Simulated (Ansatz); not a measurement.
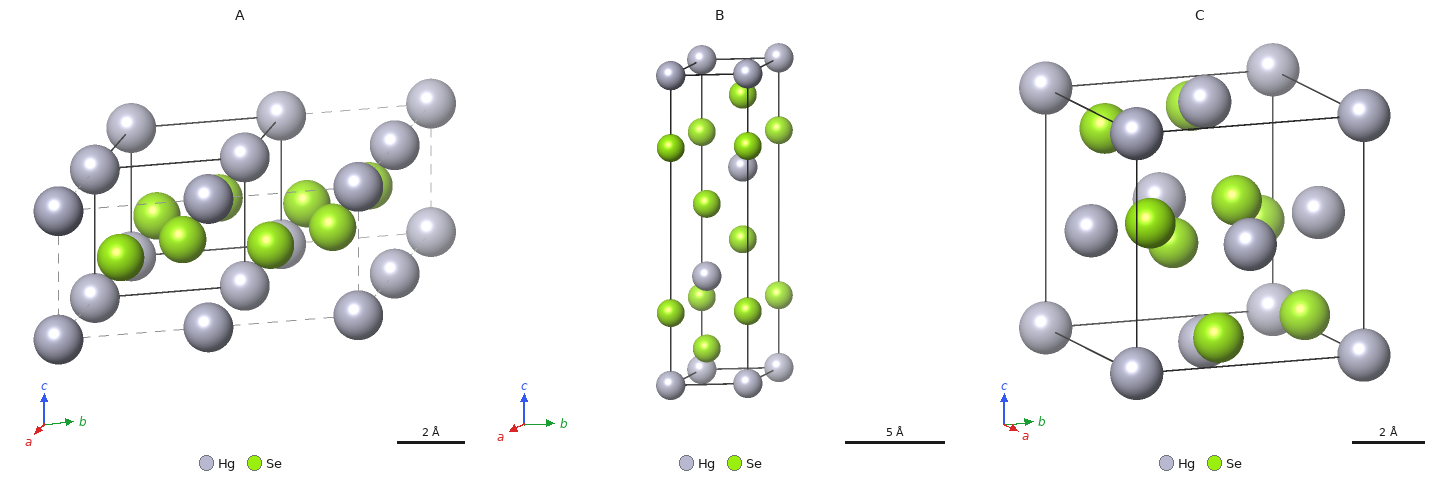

Three structures of HgSe2, each relaxed to rest (conventional cells in solid outline, small ones repeated, each panel with its own scale). Method: DFT PBE, scalar-relativistic, plane waves, PAW in Ansatz 0.2.0, without spin polarisation.

> Give the type and space group of each panel.

A: AlB₂ type, P6/mmm; B: cadmium chloride (CdCl₂) type, R-3m; C: pyrite, Pa-3.

> Which of these is lowest in energy, and how far above it do the others lie?

C, then B (+233 meV/atom) and A (+381 meV/atom), energies at zero smearing.

> Collect the results in a table.

| panel | structure | E − E(lowest) (meV/atom) | volume (Å³/atom) | gap (eV) |
| --- | --- | --- | --- | --- |
| C | Pa-3 | 0 | 26.9 | metal |
| B | R-3m | 233 | 24.3 | metal |
| A | P6/mmm | 381 | 25.4 | metal |

Some of these may be structure types tried for this composition rather than known phases, and the most stable form need not be among them. Gaps are taken on the k-mesh or band path of each run.
